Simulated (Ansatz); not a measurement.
Consider MoSe.

The calculation's input:

```
crystal:
  lattice:
    - [3.107232486, 0.0, 0.0]
    - [0.0, 3.107232486, 0.0]
    - [0.0, 0.0, 3.107232486]
  atoms:
    - { symbol: Mo, position: [0.0, 0.0, 0.0], spin: 3.5 }
    - { symbol: Se, position: [0.5, 0.5, 0.5] }
basis:
  ecutwfc: 420
kpoints:
  mp_grid: { grid: [14, 14, 14] }
hamiltonian:
  xc: pbesol
  hubbard: { sites: [{ species: Mo, l: d, u_eff: 3.0 }] }
scf:
  occupations: { method: gaussian, width: 0.05 }
output:
  forces: true
  stress: true
  eigenvalues: true
  populations: true
  write_density: true
  write_potential: true
  elf: true
  volumetric_format: npy
magnetization:
  spin_polarized: true
```

Command:

```sh
ansatz run input.yaml --threads 1 --pin off --max-ram 2560MiB --backend cpu --events-out ev --progress --plain --runs-dir out
```

Below, planes, directions and counts refer to the conventional cell (a = 3.11 Å, b = 3.11 Å, c = 3.11 Å, α = 90.00°, β = 90.00°, γ = 90.00°).

Space group Pm-3m; started from the CsCl (B2) prototype, which need not be the ambient phase; computed pressure about 10 GPa in this cell; Hubbard U of 3 eV on Mo d only; spin-polarised.

Theory: DFT PBEsol+U, scalar-relativistic, plane waves, PAW (Ansatz).

What will maps of the valence pseudo-density, electron localisation function and spin density show?

Mo–Se (2.69 Å): ρ is about 0.37 e/Å³ halfway; the ELF is about 0.35 at the midpoint.
The spin density sits on Mo: +1.2 μB in one cell of 2 atoms, with smaller moments on other sites: Se (up to −0.10 μB): parallel main moments, as they must be, since the calculation's own cell holds one magnetic site. The cell of the calculation (2 atoms) carries 1.3 μB of net spin moment.

Metal or insulator at this level of theory?

It is gapless in this calculation (a metal or semimetal); semilocal functionals without U, or without the true magnetic order, often close the gap of such compounds.

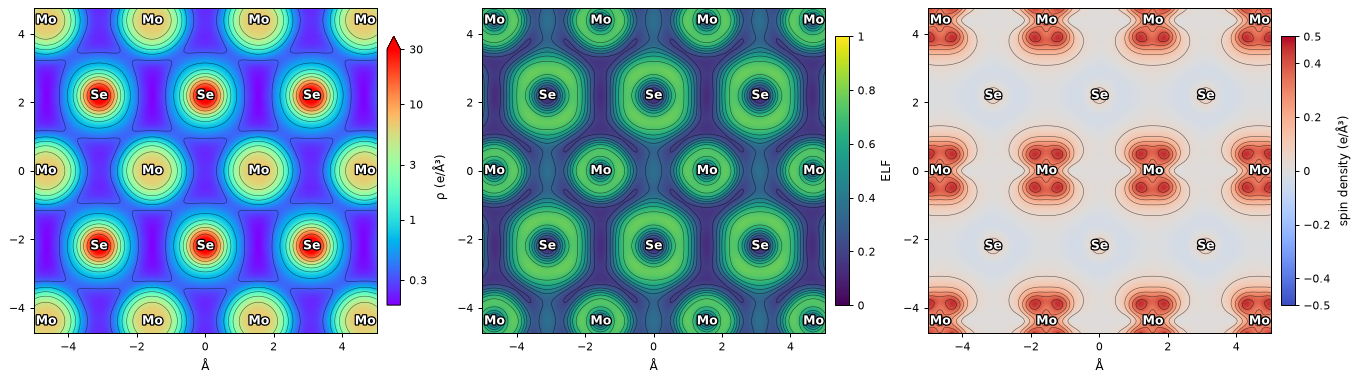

Computed valence pseudo-density, electron localisation function and spin density on the (101) plane of the conventional cell, in this order. 
